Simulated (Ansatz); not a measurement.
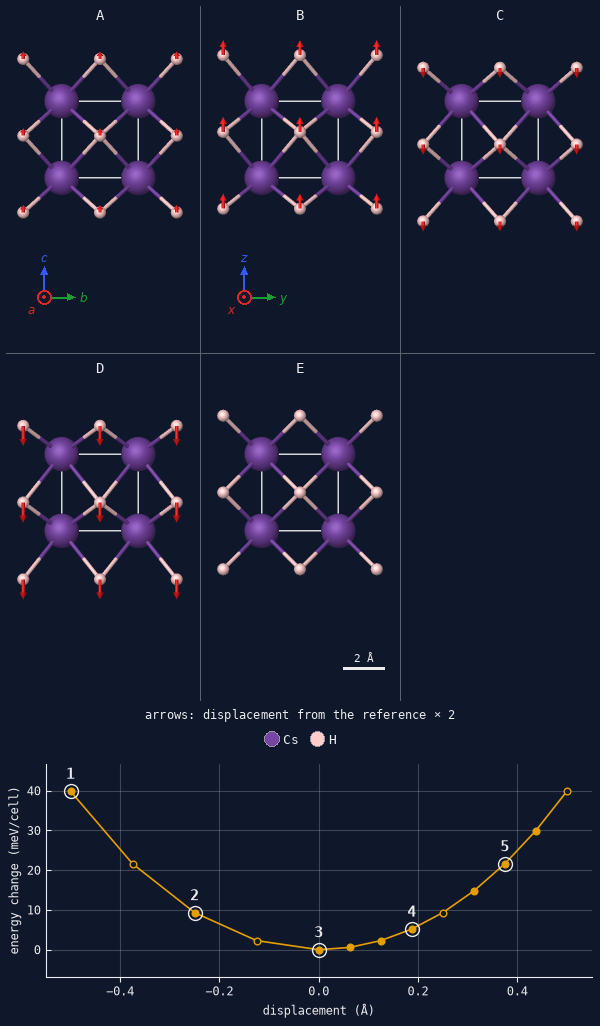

A scan of solid CsH (Pm-3m): the whole H sublattice is shifted rigidly, along Cartesian [0 0 1], all else fixed. The frames are shuffled; the numbered points of the plot belong to them. Hollow markers are points alike by symmetry, not computed again. A ball-and-stick model of the cell of the calculation, repeated 2 × 1 × 1 with one cell outlined, seen along the a axis. Red arrows: displacements from the reference.

Level of theory: Ansatz, DFT LDA, scalar-relativistic, plane waves, PAW. Settings: plane-wave cutoff 420 eV; k-point mesh 8 × 8 × 8; occupations gaussian; smearing width 0.05 eV; no spin polarisation. Energies (free energies at the smearing named) are counted from the cell as listed in its source, which wasn't relaxed.

Which frame belongs to which numbered point?

Answer. Point 1 is frame D (the displacement −0.50 Å, 39.9 meV/cell); 2 is frame C (the displacement −0.25 Å, 9.3 meV/cell); 3 is frame E (the displacement 0.00 Å, 0.0 meV/cell); 4 is frame A (the displacement 0.1875 Å, 5.2 meV/cell); 5 is frame B (the displacement 0.375 Å, 21.6 meV/cell). The lowest computed point lies at the displacement 0.00 Å (0.0 meV/cell). The curvature at zero is about 0.29 eV/Å² per cell. The well is symmetric. At the highest point the shortest interatomic distance is 3.05 Å, against 3.31 Å in the reference. The distortion takes the space group from Pm-3m to P4mm.
